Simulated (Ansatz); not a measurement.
# Two runs on Sc

System: Sc (Fd-3m, 2 atoms in the cell).
Method of run 1: DFT, r2SCAN, plane waves (500 eV) with PAW, scalar-relativistic, spin-polarised (Ansatz 0.2.0).

Text and figures count atoms from 1; the logs count them from 0 in places.

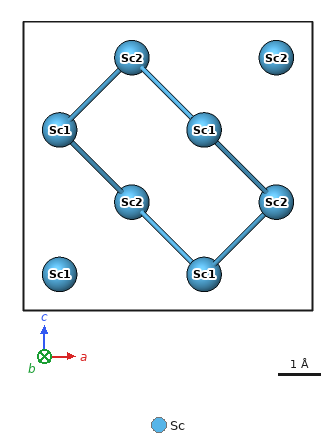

Figure 1. The structure (ball-and-stick view of the cell 4 times as large as that of the calculation, set on its symmetry axes, along the b axis; atoms are numbered from 1 in the order of the input). Near neighbours in the crystal (not all of them lie inside the picture): Sc has 4 Sc at 3.05 Å.

**Input, run 1**
```yaml
crystal:
  lattice:
    - [0.0, 3.5189008446, 3.5189008446]
    - [3.5189008446, 0.0, 3.5189008446]
    - [3.5189008446, 3.5189008446, 0.0]
  atoms:
    - { symbol: Sc, position: [0.125, 0.125, 0.125], spin: 1.224 }
    - { symbol: Sc, position: [0.875, 0.875, 0.875], spin: 1.224 }
hamiltonian:
  xc: r2scan
  pseudopotentials:
    kind: paw
    azcp:
      Sc: "pseudopotentials/Sc.paw.azcp"
basis:
  ecutwfc: 500
  fft_grid_basis: typed
kpoints:
  mp_grid: { grid: [13, 13, 13], shift: [0, 0, 0] }
magnetization:
  spin_polarized: true
scf:
  occupations: { method: fermi_dirac, width: 0.05 }
```

Hardware: 2 threads of an Arm (aarch64) CPU, shared host.

**Output, shortened to warnings, some set-up lines, iterations and results (run 1)**
```
Warning: where an SCF of this run starts from atoms to list the orders of its open shells, Sc (sites 0, 1, from 0) starts with 1.00 μB on its 3d shell, in the place of the 1.22 μB that the deck gives it: its open shells can hold no more by Hund's first rule. To start from spheres of the given moment, type scf.initial_density.shell_occupations: []
Basis set: ecut = 500 eV, 2229 PW (Γ), exchange–correlation on 160×160×160 points (64 copies of the dense FFT grid, shifted against one another)
Symmetry: 48 space group operations
k-points: 84 of 2197
Initial density: superposition of atomic densities (chi_scale 0.1, normalization cell)
[...]
SCF iter   1: F=—  HF=-4276.608526 eV  |F-HF|=—  |Δ(HF+E_count)|=         —  Δρ=1.21e-2 (↑1.21e-2 ↓4.51e-3)  dr2=1.04e-1  dr2_τ=1.99e-3  dr2_m=4.49e-2  M=2.192 μB ∫|m|=2.192 …
SCF iter   2: F=—  HF=-4276.753791 eV  |F-HF|=—  |Δ(HF+E_count)|=         —  Δρ=4.92e-3 (↑4.92e-3 ↓4.10e-3)  dr2=2.29e-2  dr2_τ=7.08e-4  dr2_m=8.47e-3  M=2.471 μB ∫|m|=2.471 …
SCF iter   3: F=—  HF=-4276.862420 eV  |F-HF|=—  |Δ(HF+E_count)|=   1.09e-1  Δρ=8.23e-3 (↑8.23e-3 ↓4.22e-3)  dr2=3.92e-2  dr2_τ=1.43e-3  dr2_m=2.01e-2  M=2.867 μB ∫|m|=2.867 …
SCF iter   4: F=—  HF=-4277.086941 eV  |F-HF|=—  |Δ(HF+E_count)|=   2.25e-1  Δρ=1.27e-2 (↑1.27e-2 ↓4.19e-3)  dr2=2.06e-1  dr2_τ=2.37e-3  dr2_m=2.69e-2  M=3.441 μB ∫|m|=3.441 …
SCF iter   5: F=—  HF=-4277.162707 eV  |F-HF|=—  |Δ(HF+E_count)|=   7.58e-2  Δρ=9.27e-3 (↑9.27e-3 ↓5.34e-3)  dr2=2.04e-1  dr2_τ=9.71e-4  dr2_m=3.91e-3  M=3.580 μB ∫|m|=3.580 …
[... 9 lines ...]
SCF iter  15: F=—  HF=-4277.250435 eV  |F-HF|=—  |Δ(HF+E_count)|=   4.01e-8  Δρ=8.73e-6 (↑8.73e-6 ↓7.40e-6)  dr2=6.78e-8  dr2_τ=3.51e-9  dr2_m=1.71e-8  M=3.669 μB ∫|m|=3.678 …
SCF iter  16: F=—  HF=-4277.250436 eV  |F-HF|=—  |Δ(HF+E_count)|=   1.04e-6  Δρ=3.39e-6 (↑3.39e-6 ↓2.61e-6)  dr2=1.27e-8  dr2_τ=4.33e-10  dr2_m=3.62e-9  M=3.668 μB ∫|m|=3.677 …
SCF iter  17: F=—  HF=-4277.250436 eV  |F-HF|=—  |Δ(HF+E_count)|=   1.13e-7  Δρ=1.82e-6 (↑1.82e-6 ↓1.51e-6)  dr2=3.57e-9  dr2_τ=9.58e-11  dr2_m=6.32e-10  M=3.667 μB …
SCF iter  18: F=-4277.250436 eV  HF=-4277.250436 eV  |F-HF|=2.46e-9  |Δ(HF+E_count)|=   1.63e-8  Δρ=4.59e-7 (↑4.59e-7 ↓4.36e-7)  dr2=2.04e-10  dr2_τ=7.10e-12  dr2_m=6.94e-11  …
SCF 1 converged in 18 iterations: F = -4277.250436 eV  dr2 = 2.04e-10
at 1 of the mixer's solves, the last at iteration 3, it left a direction of its history that read negative out of its fit and stepped the other way along it
this state was not tested for a lower state beside it, because the mixer in use, unlike msr1, does not test its closes by its own steps (another_mixer; see scf.mixing.algorithm and scf.lower_state_search)
SCF converged after 18 iterations
Magnetization: 3.6668 μB (12.8334 up, 9.1666 down)
Absolute magnetization: 3.6763 μB (∫|ρ↑−ρ↓|, with the PAW one-centre terms)
Spin contamination: 0.0452 ħ² per cell (⟨S²⟩ above its minimum at these occupations)
Per-site moments (μB) at R_I (Å): [(1.2267075489782415, 1.2570762289891233), (1.2267075489782417, 1.2570762289891233)]
Free energy (F): -4277.250436 eV
Harris-Foulkes:  -4277.250436 eV  (|F-HF|=2.46e-9)
Internal energy: -4277.212488 eV  (E = F + TS)
E sigma→0 (E₀):  -4277.231462 eV
Entropy (-TS):   -0.037949 eV (-18.974 meV/atom)
Fermi energy:    3.986523 eV
--- Per-component energies (eV) ---
  E_band       = -474.287471
  E_kinetic    = 521.289135
  E_local      = -2356.380379  (includes V_loc(G=0)·N_el)
  E_nonlocal   = 171.538012
  E_hartree    = 848.989665
  E_xc         = -197.452471
  E_vxc        = -280.799752  (∫ρ·V_xc dr)
  E_paw        = -1931.103349  (= ΣΔE_a)
  E_vpaw       = -247.836320  (= ΣTr[D̂ρ^β])
  E_aug_tail   = 0.000010  (compensation charges beyond the density's cutoff)
  E_vtau       = 19.922988  (kinetic-family band-sum trace: ∫τ·v_τ [+ j·A + Jᵃ·Aᵃ] dr)
  E_ewald      = -1333.616127
  E_core_change = -0.476984  (= ΣΔE_core)
  E_smearing   = -0.037949  (= −TS)
  E_closure    = 0.000000  (closes the sum)
  Σ components = -4277.250436   (vs F -4277.250436, Δ=0.00e0)
```

The input of run 2 differs as follows (lines with − go, lines with + come):
```diff
-    - { symbol: Sc, position: [0.125, 0.125, 0.125], spin: 1.224 }
-    - { symbol: Sc, position: [0.875, 0.875, 0.875], spin: 1.224 }
+    - { symbol: Sc, position: [0.125, 0.125, 0.125], spin: 1.227 }
+    - { symbol: Sc, position: [0.875, 0.875, 0.875], spin: 1.227 }
+output:
+  stress: true
```

How does run 2 compare with run 1?

The energy is the same within 0.01 meV per atom. The number of SCF iterations is the same.

**Output, shortened to warnings, some set-up lines, iterations and results (run 2)**
```
Warning: where an SCF of this run starts from atoms to list the orders of its open shells, Sc (sites 0, 1, from 0) starts with 1.00 μB on its 3d shell, in the place of the 1.23 μB that the deck gives it: its open shells can hold no more by Hund's first rule. To start from spheres of the given moment, type scf.initial_density.shell_occupations: []
Basis set: ecut = 500 eV, 2229 PW (Γ), exchange–correlation on 160×160×160 points (64 copies of the dense FFT grid, shifted against one another)
Symmetry: 48 space group operations
k-points: 84 of 2197
Initial density: superposition of atomic densities (chi_scale 0.1, normalization cell)
[...]
SCF iter   1: F=—  HF=-4276.608526 eV  |F-HF|=—  |Δ(HF+E_count)|=         —  Δρ=1.21e-2 (↑1.21e-2 ↓4.51e-3)  dr2=1.04e-1  dr2_τ=1.99e-3  dr2_m=4.49e-2  M=2.192 μB ∫|m|=2.192 …
SCF iter   2: F=—  HF=-4276.753791 eV  |F-HF|=—  |Δ(HF+E_count)|=         —  Δρ=4.92e-3 (↑4.92e-3 ↓4.10e-3)  dr2=2.29e-2  dr2_τ=7.08e-4  dr2_m=8.47e-3  M=2.471 μB ∫|m|=2.471 …
SCF iter   3: F=—  HF=-4276.862420 eV  |F-HF|=—  |Δ(HF+E_count)|=   1.09e-1  Δρ=8.23e-3 (↑8.23e-3 ↓4.22e-3)  dr2=3.92e-2  dr2_τ=1.43e-3  dr2_m=2.01e-2  M=2.867 μB ∫|m|=2.867 …
SCF iter   4: F=—  HF=-4277.086941 eV  |F-HF|=—  |Δ(HF+E_count)|=   2.25e-1  Δρ=1.27e-2 (↑1.27e-2 ↓4.19e-3)  dr2=2.06e-1  dr2_τ=2.37e-3  dr2_m=2.69e-2  M=3.441 μB ∫|m|=3.441 …
SCF iter   5: F=—  HF=-4277.162707 eV  |F-HF|=—  |Δ(HF+E_count)|=   7.58e-2  Δρ=9.27e-3 (↑9.27e-3 ↓5.34e-3)  dr2=2.04e-1  dr2_τ=9.71e-4  dr2_m=3.91e-3  M=3.580 μB ∫|m|=3.580 …
[... 9 lines ...]
SCF iter  15: F=—  HF=-4277.250435 eV  |F-HF|=—  |Δ(HF+E_count)|=   4.01e-8  Δρ=8.73e-6 (↑8.73e-6 ↓7.40e-6)  dr2=6.78e-8  dr2_τ=3.51e-9  dr2_m=1.71e-8  M=3.669 μB ∫|m|=3.678 …
SCF iter  16: F=—  HF=-4277.250436 eV  |F-HF|=—  |Δ(HF+E_count)|=   1.04e-6  Δρ=3.39e-6 (↑3.39e-6 ↓2.61e-6)  dr2=1.27e-8  dr2_τ=4.33e-10  dr2_m=3.62e-9  M=3.668 μB ∫|m|=3.677 …
SCF iter  17: F=—  HF=-4277.250436 eV  |F-HF|=—  |Δ(HF+E_count)|=   1.13e-7  Δρ=1.82e-6 (↑1.82e-6 ↓1.51e-6)  dr2=3.57e-9  dr2_τ=9.58e-11  dr2_m=6.32e-10  M=3.667 μB …
SCF iter  18: F=-4277.250436 eV  HF=-4277.250436 eV  |F-HF|=2.46e-9  |Δ(HF+E_count)|=   1.63e-8  Δρ=4.59e-7 (↑4.59e-7 ↓4.36e-7)  dr2=2.04e-10  dr2_τ=7.10e-12  dr2_m=6.94e-11  …
SCF 1 converged in 18 iterations: F = -4277.250436 eV  dr2 = 2.04e-10
at 1 of the mixer's solves, the last at iteration 3, it left a direction of its history that read negative out of its fit and stepped the other way along it
this state was not tested for a lower state beside it, because the mixer in use, unlike msr1, does not test its closes by its own steps (another_mixer; see scf.mixing.algorithm and scf.lower_state_search)
SCF converged after 18 iterations
Magnetization: 3.6668 μB (12.8334 up, 9.1666 down)
Absolute magnetization: 3.6763 μB (∫|ρ↑−ρ↓|, with the PAW one-centre terms)
Spin contamination: 0.0452 ħ² per cell (⟨S²⟩ above its minimum at these occupations)
Per-site moments (μB) at R_I (Å): [(1.2267075489782415, 1.2570762289891233), (1.2267075489782417, 1.2570762289891233)]
Free energy (F): -4277.250436 eV
Harris-Foulkes:  -4277.250436 eV  (|F-HF|=2.46e-9)
Internal energy: -4277.212488 eV  (E = F + TS)
E sigma→0 (E₀):  -4277.231462 eV
Entropy (-TS):   -0.037949 eV (-18.974 meV/atom)
Fermi energy:    3.986523 eV
--- Per-component energies (eV) ---
  E_band       = -474.287471
  E_kinetic    = 521.289135
  E_local      = -2356.380379  (includes V_loc(G=0)·N_el)
  E_nonlocal   = 171.538012
  E_hartree    = 848.989665
  E_xc         = -197.452471
  E_vxc        = -280.799752  (∫ρ·V_xc dr)
  E_paw        = -1931.103349  (= ΣΔE_a)
  E_vpaw       = -247.836320  (= ΣTr[D̂ρ^β])
  E_aug_tail   = 0.000010  (compensation charges beyond the density's cutoff)
  E_vtau       = 19.922988  (kinetic-family band-sum trace: ∫τ·v_τ [+ j·A + Jᵃ·Aᵃ] dr)
  E_ewald      = -1333.616127
  E_core_change = -0.476984  (= ΣΔE_core)
  E_smearing   = -0.037949  (= −TS)
  E_closure    = 0.000000  (closes the sum)
  Σ components = -4277.250436   (vs F -4277.250436, Δ=0.00e0)
--- Stress (GPa, compression-positive) ---
        0.012729       0.000000      -0.000000
        0.000000       0.012729       0.000000
       -0.000000      -0.000000       0.012729
  P = ⅓ Tr σ = 0.0127 GPa (0.127 kbar)
```

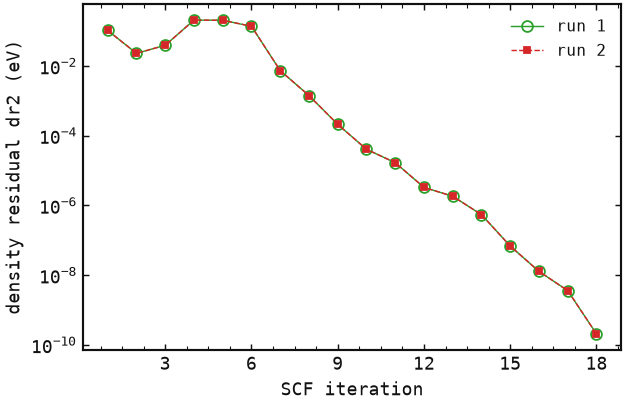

Figure 2. Convergence of the two runs: density residual dr2 against the SCF iteration. Run 1 takes 18 iterations in all, and run 2 takes 18.

**The two runs side by side**

```csv
quantity,run 1,run 2
outcome,converged,converged
free energy per atom (eV),−2138.6252,−2138.6252
"energy per atom, smearing taken to zero (eV)",−2138.6157,−2138.6157
net moment of the cell (μB),3.67,3.67
absolute moment of the cell (μB),3.68,3.68
SCF iterations,18,18
irreducible k-points,84,84
plane waves at Γ,2229,2229
pressure (GPa),–,0.01
wall time (shared host),29 s,32 s
```

For both runs: Warnings: the state was not tested for a lower one.
